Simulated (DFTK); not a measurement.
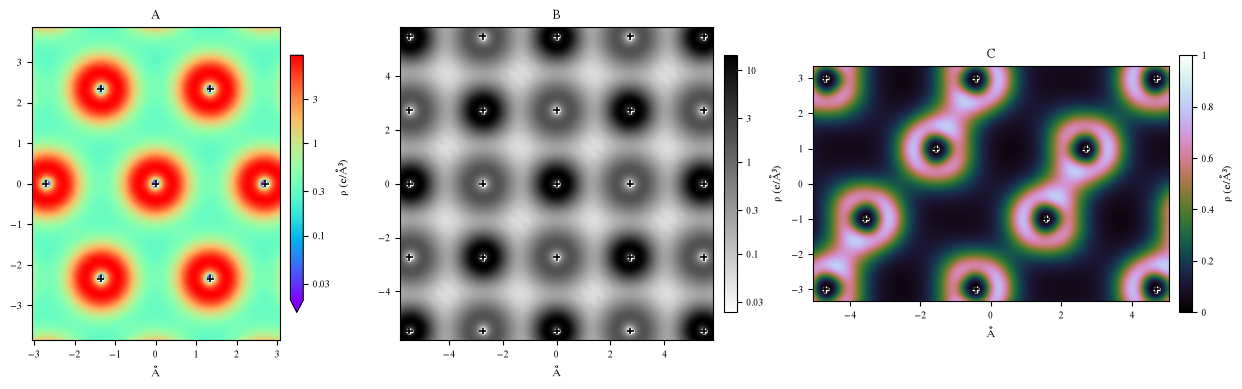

The valence pseudo-density of 3 systems, each on a plane through atoms (crosses mark nuclei in the plane).

Theory: DFTK 0.8.2, Kohn-Sham DFT of a periodic cell, PBE, dojo.nc.sr.PBE.v0_4_1.standard.upf.

System 1: AgCl, the (100) plane of the conventional cell. Space group Fm-3m; computed pressure about 4 GPa in this cell.

```
Ag Cl
1.0
     5.47000    0.00000    0.00000
     0.00000    5.47000    0.00000
     0.00000    0.00000    5.47000
Ag Cl
4 4
Direct
  0.00000 0.00000 0.00000
  0.50000 0.50000 0.00000
  0.50000 0.00000 0.50000
  0.00000 0.50000 0.50000
  0.50000 0.00000 0.00000
  0.00000 0.50000 0.00000
  0.00000 0.00000 0.50000
  0.50000 0.50000 0.50000
```

System 2: Ru, the (001) plane of the conventional cell. Space group P6₃/mmc; computed pressure about 5 GPa in this cell.

```
CELL_PARAMETERS angstrom
2.70580 0.00000 0.00000
-1.35290 2.34329 0.00000
0.00000 0.00000 4.28190
ATOMIC_POSITIONS crystal
Ru 0.66667 0.33333 0.75000
Ru 0.33333 0.66667 0.25000
```

System 3: P, the (110) plane of the conventional cell. Space group R-3m; a structure from a database of computed crystals, not necessarily the ambient phase.

```xyz
6
Lattice="3.4515 0.0000 0.0000 -1.7257 2.9890 0.0000 0.0000 0.0000 9.3890" Properties=species:S:1:pos:R:3 pbc="T T T"
P     1.7257    0.9963    0.9976
P     0.0000    1.9927    4.1273
P     0.0000    0.0000    7.2570
P     0.0000    0.0000    2.1321
P     1.7257    0.9963    5.2617
P     0.0000    1.9927    8.3915
```

Q: Match each panel to its system.

A: Panel A is system 2, Ru: the plane holds Ru. Ru–Ru (2.71 Å): ρ at the midpoint is about 0.41 e/Å³. Panel B is system 1, AgCl: the plane holds Ag and Cl. Ag–Cl (2.73 Å): ρ at the midpoint is about 0.25 e/Å³. Panel C is system 3, P: the plane holds P. P–P (2.29 Å): ρ is about 0.68 e/Å³ halfway.
